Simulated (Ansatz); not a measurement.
**Ga: a changed input and its effect**

System: Ga (C2/c, 2 atoms in the cell).
Method of run 1: DFT r2SCAN, scalar-relativistic, plane waves, PAW, no spin polarisation (Ansatz 0.2.0).

The structure derives from an entry of the Crystallography Open Database. Text and figures count atoms from 1; the logs count them from 0 in places.

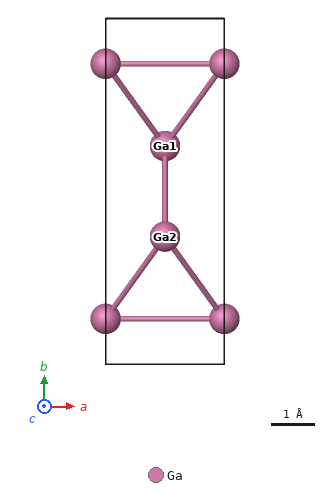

Figure 1. The structure as given in the input (ball-and-stick view of the cell 2 times as large as that of the calculation, set on its symmetry axes, along the c axis; atoms are numbered from 1 in the order of the input). An atom can appear more than once, as a periodic image.

## The input, run 1
```yaml
crystal:
  lattice:
    - [1.383, -4.0265, 0.0]
    - [1.383, 4.0265, 0.0]
    - [-0.11745, 0.0, 3.32993]
  atoms:
    - { symbol: Ga, position: [0.869, 0.131, 0.25] }
    - { symbol: Ga, position: [0.131, 0.869, 0.75] }
basis:
  ecutwfc: 500
kpoints:
  mp_grid: { grid: [8, 8, 6] }
hamiltonian:
  xc: r2scan
scf:
  occupations: { method: gaussian, width: 0.1 }
output:
  forces: true
  stress: true
  eigenvalues: true
```

Launched with:
```bash
ansatz run input.yaml --threads 1 --pin off --max-ram 2560MiB --backend cpu --events-out ev --progress --plain --runs-dir out
```

Hardware: 1 thread of Arm Neoverse V1, 24 GiB of memory available, shared host.

## Output, shortened to warnings, some set-up lines, iterations and results (run 1)
```
Basis set: ecut = 500 eV, 923 PW (Γ), exchange–correlation on 128×128×100 points (64 copies of the dense FFT grid, shifted against one another)
Symmetry: 4 space group operations
k-points: 114 of 384
Initial density: superposition of atomic densities (neutral atoms: chi_scale 0, normalization atom), corrected by the library's trained network
[...]
SCF iter   1: F=—  HF=-7580.354523 eV  |F-HF|=—  |Δ(HF+E_count)|=         —  Δρ=1.08e-2  dr2=1.81e-2  dr2_τ=1.39e-3  ethr=1.77e-3  ⟨swp⟩=5.0  Hψ=9118  notcnv=0
SCF iter   2: F=—  HF=-7580.371232 eV  |F-HF|=—  |Δ(HF+E_count)|=   1.67e-2  Δρ=2.93e-3  dr2=2.05e-3  dr2_τ=5.73e-5  ethr=6.98e-5  ⟨swp⟩=2.0  Hψ=4762  notcnv=0  defer=26
SCF iter   3: F=—  HF=-7580.371361 eV  |F-HF|=—  |Δ(HF+E_count)|=   1.30e-4  Δρ=2.46e-3  dr2=1.43e-3  dr2_τ=5.22e-6  ethr=7.87e-6  ⟨swp⟩=2.0  Hψ=3052  notcnv=0  defer=26
SCF iter   4: F=—  HF=-7580.371472 eV  |F-HF|=—  |Δ(HF+E_count)|=   1.11e-4  Δρ=7.25e-4  dr2=1.84e-4  dr2_τ=7.81e-7  ethr=5.50e-6  ⟨swp⟩=2.0  Hψ=2248  notcnv=0  defer=26
SCF iter   5: F=—  HF=-7580.371525 eV  |F-HF|=—  |Δ(HF+E_count)|=   5.29e-5  Δρ=2.05e-4  dr2=1.55e-5  dr2_τ=4.75e-8  ethr=7.07e-7  ⟨swp⟩=2.8  Hψ=3147  notcnv=0  defer=26
SCF iter   6: F=—  HF=-7580.371530 eV  |F-HF|=—  |Δ(HF+E_count)|=   5.17e-6  Δρ=2.25e-5  dr2=2.03e-7  dr2_τ=4.00e-9  ethr=5.96e-8  ⟨swp⟩=2.7  Hψ=3015  notcnv=0  defer=26
SCF iter   7: F=-7580.371530 eV  HF=-7580.371530 eV  |F-HF|=2.24e-10  |Δ(HF+E_count)|=   1.42e-7  Δρ=5.22e-6  dr2=1.45e-8  dr2_τ=5.37e-11  ethr=3.85e-10  ⟨swp⟩=5.8  Hψ=8926  …
SCF 1 converged in 7 iterations: F = -7580.371530 eV  dr2 = 1.45e-8
SCF converged after 7 iterations
Free energy (F): -7580.371530 eV
Harris-Foulkes:  -7580.371530 eV  (|F-HF|=2.24e-10)
Internal energy: -7580.367495 eV  (E = F + TS)
E sigma→0 (E₀):  -7580.369513 eV
Entropy (-TS):   -0.004035 eV (-2.018 meV/atom)
Fermi energy:    9.777071 eV
--- Per-component energies (eV) ---
  E_band       = -82.372389
  E_kinetic    = 228.960637
  E_local      = -3592.249868  (includes V_loc(G=0)·N_el)
  E_nonlocal   = 848.725393
  E_hartree    = 1692.071388
  E_xc         = -125.033810
  E_vxc        = -119.782692  (∫ρ·V_xc dr)
  E_paw        = -4001.337670  (= ΣΔE_a)
  E_vpaw       = -838.797326  (= ΣTr[D̂ρ^β])
  E_aug_tail   = -0.000082  (compensation charges beyond the density's cutoff)
  E_vtau       = 6.631826  (kinetic-family band-sum trace: ∫τ·v_τ [+ j·A + Jᵃ·Aᵃ] dr)
  E_ewald      = -2630.197344
  E_core_change = -1.306140  (= ΣΔE_core)
  E_smearing   = -0.004035  (= −TS)
  E_closure    = 0.000000  (closes the sum)
  Σ components = -7580.371530   (vs F -7580.371530, Δ=0.00e0)
--- Forces (eV/Å), atoms counted from 1 ---
  atom   1  Ga     0.00000000     0.22512147     0.00000000
  atom   2  Ga     0.00000000    -0.22512147     0.00000000
  max |Σ_I F_I| component: 0.00e0 eV/Å
--- Stress (GPa, compression-positive) ---
       -3.505724       0.000000      -0.244256
        0.000000      -0.676234       0.000000
       -0.244256       0.000000       1.002267
  P = ⅓ Tr σ = -1.0599 GPa (-10.599 kbar)
```

Run 2 used a changed input.

## The two runs side by side

| quantity | run 1 | run 2 |
| --- | --- | --- |
| outcome | converged | converged |
| free energy per atom (eV) | −3790.1858 | −3790.1831 |
| energy per atom, smearing taken to zero (eV) | −3790.1848 | −3790.1823 |
| gap on the mesh (eV) | 0.00 | 0.00 |
| pressure (GPa) | −1.06 | −1.35 |
| largest force (eV/Å) | 0.225 | 0.203 |
| SCF iterations | 7 | 7 |
| irreducible k-points | 114 | 826 |
| plane waves at Γ | 923 | 923 |
| wall time (shared host) | 11 s | 79 s |

Which change of the input explains these differences?

The change (lines with − go, lines with + come):
```diff
-  mp_grid: { grid: [8, 8, 6] }
+  mp_grid: { grid: [16, 16, 12] }
+  populations: true
```

The free energy of run 2 is 2.6 meV per atom higher, which measures how much it depends on this numerical setting. The pressure goes from −1.06 to −1.35 GPa. The largest force goes from 0.225 to 0.203 eV/Å. The number of SCF iterations is the same. The irreducible k-points go from 114 to 826. On the same kind of shared host run 2 took about 6.8 times as long.

## Output, shortened to warnings, some set-up lines, iterations and results (run 2)
```
Basis set: ecut = 500 eV, 923 PW (Γ), exchange–correlation on 128×128×100 points (64 copies of the dense FFT grid, shifted against one another)
Symmetry: 4 space group operations
k-points: 826 of 3072
Initial density: superposition of atomic densities (neutral atoms: chi_scale 0, normalization atom), corrected by the library's trained network
[...]
SCF iter   1: F=—  HF=-7580.349674 eV  |F-HF|=—  |Δ(HF+E_count)|=         —  Δρ=1.12e-2  dr2=1.88e-2  dr2_τ=1.38e-3  ethr=1.77e-3  ⟨swp⟩=5.0  Hψ=65892  notcnv=0
SCF iter   2: F=—  HF=-7580.366059 eV  |F-HF|=—  |Δ(HF+E_count)|=   1.64e-2  Δρ=3.16e-3  dr2=2.25e-3  dr2_τ=5.61e-5  ethr=7.22e-5  ⟨swp⟩=2.0  Hψ=34557  notcnv=0  defer=135
SCF iter   3: F=—  HF=-7580.366141 eV  |F-HF|=—  |Δ(HF+E_count)|=   8.23e-5  Δρ=2.59e-3  dr2=1.50e-3  dr2_τ=5.99e-6  ethr=8.64e-6  ⟨swp⟩=2.0  Hψ=22167  notcnv=0  defer=135
SCF iter   4: F=—  HF=-7580.366209 eV  |F-HF|=—  |Δ(HF+E_count)|=   6.78e-5  Δρ=9.24e-4  dr2=2.43e-4  dr2_τ=1.03e-6  ethr=5.75e-6  ⟨swp⟩=2.1  Hψ=15748  notcnv=0  defer=135
SCF iter   5: F=—  HF=-7580.366259 eV  |F-HF|=—  |Δ(HF+E_count)|=   4.95e-5  Δρ=2.56e-4  dr2=1.94e-5  dr2_τ=5.62e-8  ethr=9.36e-7  ⟨swp⟩=2.1  Hψ=17370  notcnv=0  defer=135
SCF iter   6: F=—  HF=-7580.366265 eV  |F-HF|=—  |Δ(HF+E_count)|=   6.27e-6  Δρ=2.94e-5  dr2=2.90e-7  dr2_τ=1.43e-9  ethr=7.48e-8  ⟨swp⟩=2.9  Hψ=23889  notcnv=0  defer=135
SCF iter   7: F=-7580.366265 eV  HF=-7580.366265 eV  |F-HF|=5.32e-9  |Δ(HF+E_count)|=   1.95e-7  Δρ=4.39e-6  dr2=6.23e-9  dr2_τ=1.49e-10  ethr=3.85e-10  ⟨swp⟩=5.7  Hψ=64283  …
SCF 1 converged in 7 iterations: F = -7580.366265 eV  dr2 = 6.23e-9
SCF converged after 7 iterations
Free energy (F): -7580.366265 eV
Harris-Foulkes:  -7580.366265 eV  (|F-HF|=5.32e-9)
Internal energy: -7580.363004 eV  (E = F + TS)
E sigma→0 (E₀):  -7580.364634 eV
Entropy (-TS):   -0.003262 eV (-1.631 meV/atom)
Fermi energy:    9.864767 eV
--- Per-component energies (eV) ---
  E_band       = -82.516341
  E_kinetic    = 228.897384
  E_local      = -3592.215000  (includes V_loc(G=0)·N_el)
  E_nonlocal   = 848.908495
  E_hartree    = 1692.095852
  E_xc         = -124.950372
  E_vxc        = -119.670141  (∫ρ·V_xc dr)
  E_paw        = -4001.595797  (= ΣΔE_a)
  E_vpaw       = -839.250057  (= ΣTr[D̂ρ^β])
  E_aug_tail   = -0.000082  (compensation charges beyond the density's cutoff)
  E_vtau       = 6.623375  (kinetic-family band-sum trace: ∫τ·v_τ [+ j·A + Jᵃ·Aᵃ] dr)
  E_ewald      = -2630.197344
  E_core_change = -1.306140  (= ΣΔE_core)
  E_smearing   = -0.003262  (= −TS)
  E_closure    = -0.000000  (closes the sum)
  Σ components = -7580.366265   (vs F -7580.366265, Δ=0.00e0)
--- Forces (eV/Å), atoms counted from 1 ---
  atom   1  Ga     0.00000000     0.20343451     0.00000000
  atom   2  Ga     0.00000000    -0.20343451     0.00000000
  max |Σ_I F_I| component: 2.78e-17 eV/Å
--- Stress (GPa, compression-positive) ---
       -1.856896       0.000000       0.139477
        0.000000      -1.496163       0.000000
        0.139477       0.000000      -0.709319
  P = ⅓ Tr σ = -1.3541 GPa (-13.541 kbar)
--- Löwdin populations: 2 sites ---
  site symbol       q [e]
     0     Ga     12.9811
     1     Ga     12.9811
  spilling = 0.001455 (of n_electrons = 26.000000)
```
